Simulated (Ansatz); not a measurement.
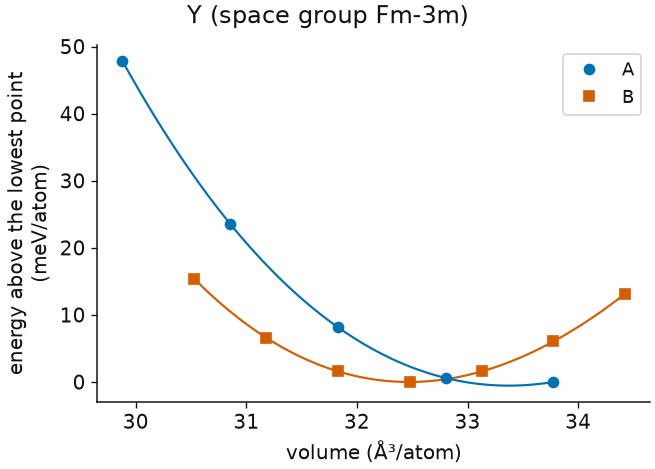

The figure shows the energy above the lowest point against volume, with one curve for each functional, for Y (space group Fm-3m). The labels are replaced by letters. In alphabetical order the cases are: PBE; r2SCAN.

How it was computed, with Ansatz 0.2.0 development build: equation of state of a cubic crystal from periodic Kohn-Sham density functional theory without spin, third-order Birch-Murnaghan fit to the free energies; pressure corrected for the finite basis.

structure type fcc; atoms in cell 1; space group number 225; lattice centring face-centred primitive; occupation method Fermi–Dirac; datasets soft-1 PAW; density tolerance 1e−07 eV; bands 10; density cutoff ratio 4; search for lower states default.

Question: Which letter stands for which functional?

Answer: A: r2SCAN; B: PBE.

Caveats: cubic model structure, not the ambient form.
